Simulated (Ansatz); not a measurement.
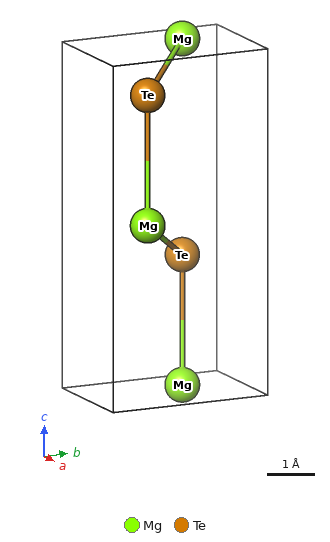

**Figure 1.** The structure as given in the input (ball-and-stick view of the cell of the calculation, seen slightly off an axis). An atom can appear more than once, as a periodic image. Near neighbours in the periodic cell (some may lie outside the picture): Mg has 4 Te at 2.80 Å; Te has 4 Mg at 2.80 Å.

# Band-structure calculation, with input and output: MgTe

- system: MgTe (P6₃mc, 4 atoms in the cell)
- method: DFT, PBE, plane waves, PAW, no spin polarisation (Ansatz 0.2.0)

The structure was built on a prototype by a generator. The geometry comes from this level: r2SCAN.

### Input
```yaml
crystal:
  lattice:
    - [4.5776356442, 0.0, 0.0]
    - [-2.2888178221, 3.9643487572, 0.0]
    - [0.0, 0.0, 7.4550892655]
  atoms:
    - { symbol: Mg, position: [0.3333333333, 0.6666666667, -0.0006080517] }
    - { symbol: Mg, position: [0.6666666667, 0.3333333333, 0.4993919483] }
    - { symbol: Te, position: [0.3333333333, 0.6666666667, 0.3756080517] }
    - { symbol: Te, position: [0.6666666667, 0.3333333333, 0.8756080517] }
kpoints:
  mp_grid: { grid: [6, 6, 4] }
  band_path:
    path:
      - [[0.0, 0.0, 0.0], [0.5, -9.255884146114e-18, -5.266219686057e-19], [0.3333333333333, 0.3333333333333, -3.510813124038e-19], [0.0, 0.0, 0.0], [1.09518102263e-35, -7.551462000723e-36, 0.5], [0.5, -9.206223204038e-18, 0.5], [0.3333333333333, 0.3333333333333, 0.5], [1.09518102263e-35, -7.551462000723e-36, 0.5]]
      - [[0.5, -9.206223204038e-18, 0.5], [0.5, -9.255884146114e-18, -5.266219686057e-19]]
      - [[0.3333333333333, 0.3333333333333, 0.5], [0.3333333333333, 0.3333333333333, -3.510813124038e-19]]
    npoints: 10
hamiltonian:
  xc: pbe
scf:
  occupations: { method: fermi_dirac, width: 0.02 }
  n_extra_bands: 5
output:
  forces: true
  stress: true
  eigenvalues: true
  write_density: true
  write_potential: true
  elf: true
  volumetric_format: npy
```

Launched with:
```bash
ansatz run input.yaml --threads 2 --pin off --max-ram 2211MiB --backend cpu --events-out ev --progress --plain --runs-dir out
```

### What the program printed
```
scf.n_extra_bands = 5 over 26 filled bands (N_el = 52.0): the run solves 31 bands
Engine: ansatz 0.2.0, aarch64-unknown-linux-gnu
Pseudopotentials: kind: paw
Pseudopotential: Mg, paw, valence charge 10, recommended cutoff 420 eV (normal), Mg.paw.azcp
Pseudopotential: Te, paw, valence charge 16, recommended cutoff 420 eV (normal), Te.paw.azcp
Functional definition: PBE
  parameter kappa = 0.804
  parameter beta = 0.06672455060314922
  exchange = pbe_x(kappa = kappa, mu = beta*pi^2/3)
  correlation = pbe_c(beta = beta)
Crystal: 4 atoms, lattice volume = 135.290 Å³
Basis set: ecut = 420 eV, 2647 PW (Γ), exchange–correlation on 64×64×100 points (8 copies of the dense FFT grid, shifted against one another)
Bands: 31, of which v1, the nominal top of the filled ones, is band 26 counted from 1 (25 counted from 0)
Symmetry: 12 space group operations
Space group: P63mc (ITA 186), of the structure as read, at distance tolerance 5.1e-5 Å
k-points: 21 of 144 (time reversal used)
Non-local potential: Mg, projectors of the file, l = 0: 3, l = 1: 2, l = 2: 1
Non-local potential: Te, projectors of the file, l = 0: 2, l = 1: 2, l = 2: 2, l = 3: 2
PAW form: soft (Blöchl's): semilocal exchange-correlation on the pseudo side does not see the compensation charge
PAW one-centre angular grid: Mg, 110 points (default); XC on 64 Gauss nodes
PAW one-centre angular grid: Te, 590 points (default); XC on 64 Gauss nodes
Initial density: superposition of atomic densities (neutral atoms: chi_scale 0, normalization atom), corrected by the library's trained network
Initial wavefunctions: pseudopotential atomic-orbital guess
Functional: x = pbe(κ = 0.804, μ = 0.2195149727645171), c = pbe(β = 0.06672455060314922)
SCF iter   1: F=—  HF=-17811.047220 eV  |F-HF|=—  |Δ(HF+E_count)|=         —  Δρ=8.16e-4  dr2=1.75e-3  ethr=1.77e-3  ⟨swp⟩=8.4  Hψ=3113  notcnv=0
preconditioner: auto → Resta (q_TF=auto, 2.326 Å⁻¹)  ε∞=3.4  [insulator: Δε(μ)=2.450 eV  Ē_g=8.274 eV  σ=0.020 eV  W_gap=1.00  n_scr=34 (ndim 8)  ℏωp=12.8 eV  f_vac=0.110  D(μ)=0.00/eV (n_scr^D=0)  ε∞_Penn≈3.4]
SCF iter   2: F=—  HF=-17811.044562 eV  |F-HF|=—  |Δ(HF+E_count)|=   2.66e-3  Δρ=5.25e-4  dr2=8.21e-4  ethr=3.36e-6  ⟨swp⟩=2.8  Hψ=1400  notcnv=0  defer=18
SCF iter   3: F=—  HF=-17811.044474 eV  |F-HF|=—  |Δ(HF+E_count)|=   8.82e-5  Δρ=2.55e-4  dr2=7.55e-5  ethr=1.58e-6  ⟨swp⟩=2.0  Hψ=1211  notcnv=0  defer=18
SCF iter   4: F=—  HF=-17811.044417 eV  |F-HF|=—  |Δ(HF+E_count)|=   5.73e-5  Δρ=1.13e-4  dr2=1.84e-5  ethr=1.45e-7  ⟨swp⟩=2.0  Hψ=1130  notcnv=0  defer=18
SCF iter   5: F=—  HF=-17811.044414 eV  |F-HF|=—  |Δ(HF+E_count)|=   2.67e-6  Δρ=1.86e-5  dr2=8.02e-7  ethr=3.54e-8  ⟨swp⟩=2.0  Hψ=1176  notcnv=0  defer=18
SCF iter   6: F=-17811.044415 eV  HF=-17811.044415 eV  |F-HF|=1.98e-8  |Δ(HF+E_count)|=   1.02e-6  Δρ=6.78e-6  dr2=7.02e-8  ethr=1.92e-10  ⟨swp⟩=12.5  Hψ=5097  notcnv=0
SCF 1 converged in 6 iterations: F = -17811.044415 eV  dr2 = 7.02e-8
  greatest PAW one-centre occupation: 1.000 electrons in one spin orbital (limit 2), on the Mg atom at site 1 (counted from 0), in its partial waves of l = 0
```

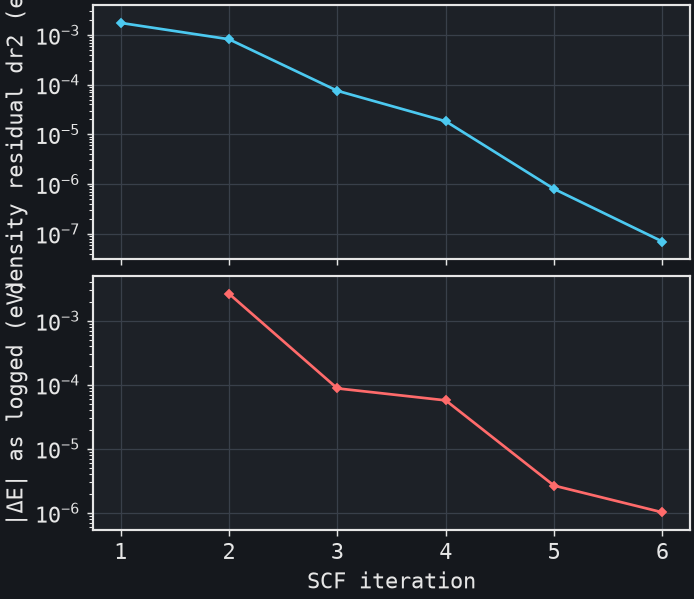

**Figure 2.** Convergence of the self-consistent field: density residual dr2 and size of the energy change against the SCF iteration. The residual falls at every step.

```
NSCF: frozen V_eff on 93 k-points
SCF converged after 6 iterations
Free energy (F): -17811.044415 eV
Harris-Foulkes:  -17811.044415 eV  (|F-HF|=1.98e-8)
Internal energy: -17811.044415 eV  (E = F + TS)
E sigma→0 (E₀):  -17811.044415 eV
Fermi energy:    5.546239 eV
--- Per-component energies (eV) ---
  E_band       = -1337.245609
  E_kinetic    = 512.671892
  E_local      = -6637.307245  (includes V_loc(G=0)·N_el)
  E_nonlocal   = -428.226130
  E_hartree    = 3159.179747
  E_xc         = -306.451479
  E_vxc        = -282.985430  (∫ρ·V_xc dr)
  E_paw        = -9911.607534  (= ΣΔE_a)
  E_vpaw       = -819.779425  (= ΣTr[D̂ρ^β])
  E_aug_tail   = -0.000355  (compensation charges beyond the density's cutoff)
  E_ewald      = -4199.303311
  E_smearing   = -0.000000  (= −TS)
  E_closure    = -0.000000  (closes the sum)
  Σ components = -17811.044415   (vs F -17811.044415, Δ=0.00e0)
--- Forces (eV/Å), atoms counted from 1 ---
  atom   1  Mg     0.00000000    -0.00000000    -0.00226281
  atom   2  Mg    -0.00000000     0.00000000    -0.00226281
  atom   3  Te    -0.00000000     0.00000000     0.00222776
  atom   4  Te     0.00000000    -0.00000000     0.00222776
  max |Σ_I F_I| component: 7.01e-5 eV/Å
--- Stress (GPa, compression-positive) ---
        0.696477      -0.000000      -0.000000
        0.000000       0.696477       0.000000
       -0.000000       0.000000       0.670119
  P = ⅓ Tr σ = 0.6877 GPa (6.877 kbar)
--- Band table (eV; the first three rows and the last of 21) ---
  k-point 0: bands = ["-70.8067", "-70.8067", "-37.5618", "-37.5616", "-37.5608", "-37.5608", "-37.5608", "-37.5608", "-30.7825", "-30.7823", "-30.7817", "-30.7817", "-30.7816", "-30.7816", "-30.7741", "-30.7741", "-30.7737", "-30.7737", "-5.8982", "-5.3023", "1.0880", "3.8262", "3.8262", "4.3021", "4.3021", "4.3050", "6.7666", "7.2951", "9.6048", "9.6048", "9.9642"]
  k-point 1: bands = ["-70.8067", "-70.8067", "-37.5617", "-37.5617", "-37.5608", "-37.5608", "-37.5608", "-37.5608", "-30.7824", "-30.7823", "-30.7817", "-30.7817", "-30.7816", "-30.7816", "-30.7741", "-30.7741", "-30.7738", "-30.7738", "-5.8225", "-5.4037", "1.4233", "3.5191", "3.8898", "3.8898", "4.2255", "4.2255", "7.4466", "7.4614", "9.6387", "9.6387", "9.7268"]
  k-point 2: bands = ["-70.8067", "-70.8067", "-37.5617", "-37.5617", "-37.5608", "-37.5608", "-37.5608", "-37.5608", "-30.7824", "-30.7824", "-30.7816", "-30.7816", "-30.7816", "-30.7816", "-30.7739", "-30.7739", "-30.7739", "-30.7739", "-5.6256", "-5.6256", "2.3219", "2.3219", "4.0512", "4.0512", "4.0512", "4.0512", "7.7685", "7.7685", "9.8596", "9.8596", "9.8596"]
  k-point 20: bands = ["-70.8067", "-70.8067", "-37.5617", "-37.5617", "-37.5609", "-37.5609", "-37.5609", "-37.5609", "-30.7822", "-30.7822", "-30.7816", "-30.7816", "-30.7815", "-30.7815", "-30.7738", "-30.7738", "-30.7738", "-30.7738", "-5.1581", "-5.1581", "1.3811", "1.3811", "2.3998", "2.3998", "3.6899", "3.6899", "8.2001", "8.2001", "9.4587", "9.4587", "10.8856"]
```

### File rho_z.tsv
```
# z_ang	rho[e/angstrom^3]
# format = ansatz-planar-average/11
# lattice	4.577635644	0.000000000	0.000000000
# lattice	-2.288817822	3.964348757	0.000000000
# lattice	0.000000000	0.000000000	7.455089265
# sites	4
# site	12	0.000000000	2.642899171	-0.004533080
# site	12	2.288817822	1.321449586	3.723011553
# site	52	0.000000000	2.642899171	2.800191554
# site	52	2.288817822	1.321449586	6.527736187
0.000000	8.471744e-1
0.149102	6.957650e-1
0.298204	4.240581e-1
0.447305	1.992187e-1
0.596407	9.034207e-2
0.745509	5.642386e-2
0.894611	4.712351e-2
1.043712	4.559272e-2
1.192814	4.890226e-2
1.341916	5.623739e-2
1.491018	6.803528e-2
1.640120	8.497745e-2
1.789221	1.082839e-1
1.938323	1.391182e-1
2.087425	1.906896e-1
2.236527	2.953078e-1
2.385629	4.660552e-1
2.534730	6.652770e-1
2.683832	8.199885e-1
2.832934	8.652629e-1
2.982036	7.861599e-1
3.131137	6.415380e-1
3.280239	5.557729e-1
3.429341	6.250533e-1
3.578443	7.866251e-1
3.727545	8.471744e-1
3.876646	6.957650e-1
4.025748	4.240581e-1
4.174850	1.992187e-1
4.323952	9.034207e-2
4.473054	5.642386e-2
4.622155	4.712351e-2
4.771257	4.559272e-2
4.920359	4.890226e-2
5.069461	5.623739e-2
5.218562	6.803528e-2
5.367664	8.497745e-2
5.516766	1.082839e-1
5.665868	1.391182e-1
5.814970	1.906896e-1
5.964071	2.953078e-1
6.113173	4.660552e-1
6.262275	6.652770e-1
6.411377	8.199885e-1
6.560479	8.652629e-1
6.709580	7.861599e-1
6.858682	6.415380e-1
7.007784	5.557729e-1
7.156886	6.250533e-1
7.305987	7.866251e-1
```

### File v_z.tsv
```
# z_ang	v_es[eV]	v_tot[eV]
# format = ansatz-planar-average/11
# xc	pbe
# density_cutoff_ev	1680
# datasets	Mg=:simpson_from_first_knot:soft	Te=:simpson_from_first_knot:soft
# lattice	4.577635644	0.000000000	0.000000000
# lattice	-2.288817822	3.964348757	0.000000000
# lattice	0.000000000	0.000000000	7.455089265
# sites	4
# site	12	0.000000000	2.642899171	-0.004533080
# site	12	2.288817822	1.321449586	3.723011553
# site	52	0.000000000	2.642899171	2.800191554
# site	52	2.288817822	1.321449586	6.527736187
0.000000	-9.386243e-1	-9.837594e0
0.149102	4.276886e-1	-7.907515e0
0.298204	2.079820e0	-5.603580e0
0.447305	3.802766e0	-3.168341e0
0.596407	5.315503e0	-9.718247e-1
0.745509	6.426872e0	6.680622e-1
0.894611	7.194273e0	1.676493e0
1.043712	7.760688e0	2.348403e0
1.192814	8.153317e0	2.734137e0
1.341916	8.348035e0	2.747417e0
1.491018	8.312758e0	2.439176e0
1.640120	7.997233e0	1.783449e0
1.789221	7.239557e0	5.929033e-1
1.938323	6.110274e0	-1.057314e0
2.087425	5.140389e0	-2.595077e0
2.236527	4.750821e0	-3.596635e0
2.385629	4.985128e0	-3.940963e0
2.534730	5.547162e0	-3.842178e0
2.683832	5.922961e0	-3.765276e0
2.832934	5.636778e0	-4.241451e0
2.982036	4.501001e0	-5.484987e0
3.131137	2.666678e0	-7.351598e0
3.280239	6.198053e-1	-9.314499e0
3.429341	-9.700395e-1	-1.066503e1
3.578443	-1.535965e0	-1.088113e1
3.727545	-9.386243e-1	-9.837594e0
3.876646	4.276886e-1	-7.907515e0
4.025748	2.079820e0	-5.603580e0
4.174850	3.802766e0	-3.168341e0
4.323952	5.315503e0	-9.718247e-1
4.473054	6.426872e0	6.680622e-1
4.622155	7.194273e0	1.676493e0
4.771257	7.760688e0	2.348403e0
4.920359	8.153317e0	2.734137e0
5.069461	8.348035e0	2.747417e0
5.218562	8.312758e0	2.439176e0
5.367664	7.997233e0	1.783449e0
5.516766	7.239557e0	5.929033e-1
5.665868	6.110274e0	-1.057314e0
5.814970	5.140389e0	-2.595077e0
5.964071	4.750821e0	-3.596635e0
6.113173	4.985128e0	-3.940963e0
6.262275	5.547162e0	-3.842178e0
6.411377	5.922961e0	-3.765276e0
6.560479	5.636778e0	-4.241451e0
6.709580	4.501001e0	-5.484987e0
6.858682	2.666678e0	-7.351598e0
7.007784	6.198053e-1	-9.314499e0
7.156886	-9.700395e-1	-1.066503e1
7.305987	-1.535965e0	-1.088113e1
```

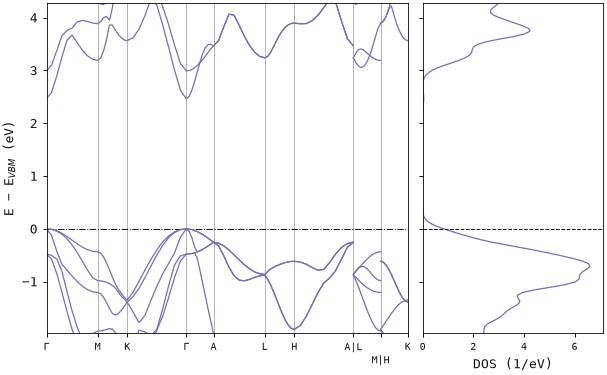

**Figure 3.** Band structure along Γ–M–K–Γ–A–L–H–A|L–M|H–K and density of states (the curve is built from the levels of the k mesh with Gaussians 0.3 eV wide, which also blur the band edges), with energies from the valence-band top. There is a gap of 2.46 eV on this path, direct, at Γ.

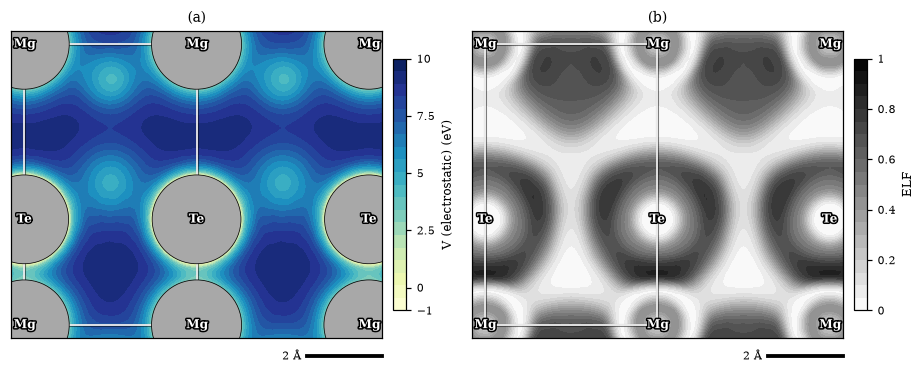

**Figure 4.** (a) electrostatic potential (local pseudopotential plus Hartree) felt by an electron; (b) electron localisation function on the (010) plane of the conventional cell. Grey discs, where drawn, cover atomic cores. Mg–Te (2.80 Å): the ELF is about 0.85 at the midpoint. Outside the cores the potential energy rises away from the atoms and is highest about 2.6 Å from the nearest atoms; outside the discs it spans about 10 eV, and its zero is arbitrary. Core electrons are frozen (PAW), so the fields are smoothed inside the atomic spheres.

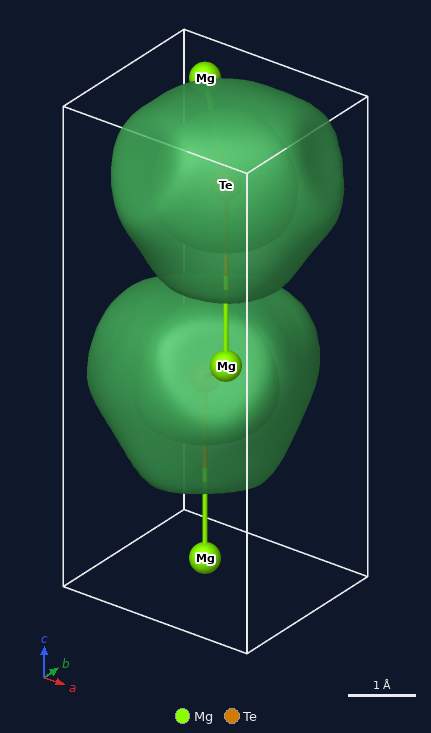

**Figure 5.** Isosurface of the ELF at 0.6 (green), seen slightly off an axis. Core shells and regions of very low density are left out. Sticks mark near contacts. The outline is the cell set on symmetry axes. Profiles from the grid: Mg–Te (2.80 Å): the ELF is about 0.85 at the midpoint.

### Results in brief

| quantity | value |
| --- | --- |
| outcome | converged |
| space group (tolerance 0.01 Å) | P6₃mc (186) |
| electrons treated | 52 |
| free energy | −17811.0444 eV |
| Fermi energy | 5.546 eV |
| gap on the k-point mesh | 2.46 eV |
| pressure | 0.69 GPa |
| largest force (length of the vector) | 0.002 eV/Å |
| hardware | 2 threads of Arm Neoverse V1, 24 GiB of memory available, shared host |
| wall time | 15 s (CPU time 31 s) |
| peak memory | 0.49 GiB |

### Notes

Spin-orbit coupling is left out, which matters for Te.
